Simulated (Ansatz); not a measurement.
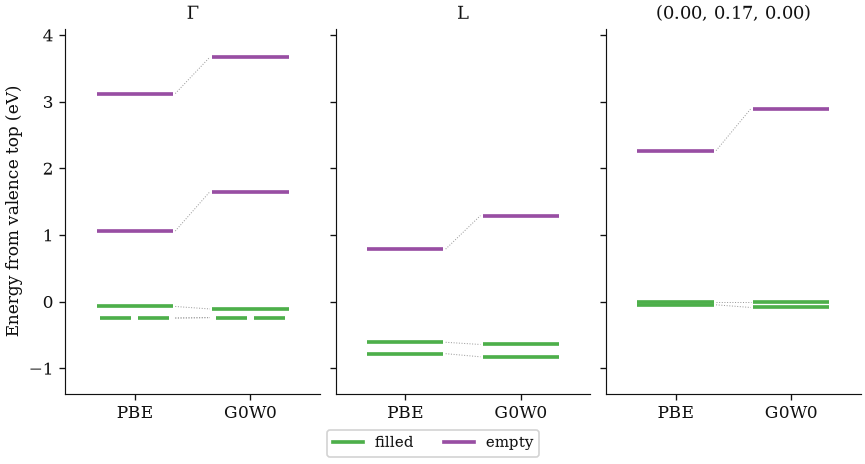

Levels at Γ, L and (0.00, 0.17, 0.00) in PBE and in G0W0, each set counted from its own valence top. Degenerate partners of corrected states are drawn at the same energy at named points, and can be missing at the others.

System: CdI2-type SnSe₂, space group P-3m1, 3 atoms in the cell, relaxed with r2SCAN+rVV10; a = 3.825 Å, c = 6.227 Å (hexagonal axes). Starting point: PBE, Ansatz PAW set, no spin polarisation, no spin-orbit coupling, 6×6×4 k mesh, 420 eV cutoff, fixed occupations (Ansatz). Many-body step: G0W0 with empty bands 179, screening cutoff 100 eV and frequency treatment contour deformation.

Question: By how much does the gap open?

Answer: Over the k points that were corrected, the smallest gap goes from 0.79 eV in PBE ((0.00, 0.17, 0.00) to L) to 1.29 eV in G0W0 ((0.00, 0.17, 0.00) to L), a change of +0.50 eV (+64 %).

Question: What are the quasiparticle weights at the band edges?

Answer: The quasiparticle weight (renormalisation factor) lies between 0.67 and 0.77 for the top filled and first empty levels.

Question: Is the correction a rigid shift of the empty levels?

Answer: Counted from the valence top, the lowest empty level moves by +0.59 eV at Γ, +0.50 eV at L and +0.63 eV at (0.00, 0.17, 0.00); over the 21 points that were corrected the shifts run from +0.50 to +0.64 eV: a spread of 0.14 eV on a mean of 0.58 eV, so one scissor shift describes this level only roughly. Only two empty levels a point were corrected, so a higher one could drop under them.

| k point | PBE direct gap (eV) | G0W0 direct gap (eV) |
| --- | --- | --- |
| Γ | 1.13 | 1.76 |
| L | 1.40 | 1.93 |
| (0.00, 0.17, 0.00) | 2.26 | 2.89 |

The GW screening of so narrow a gap isn't settled on this k mesh. Spin-orbit coupling is left out, which matters for Sn and Se. The k mesh is thin for GW. Bands, cutoffs and mesh are finite, so these values aren't at the basis limit.
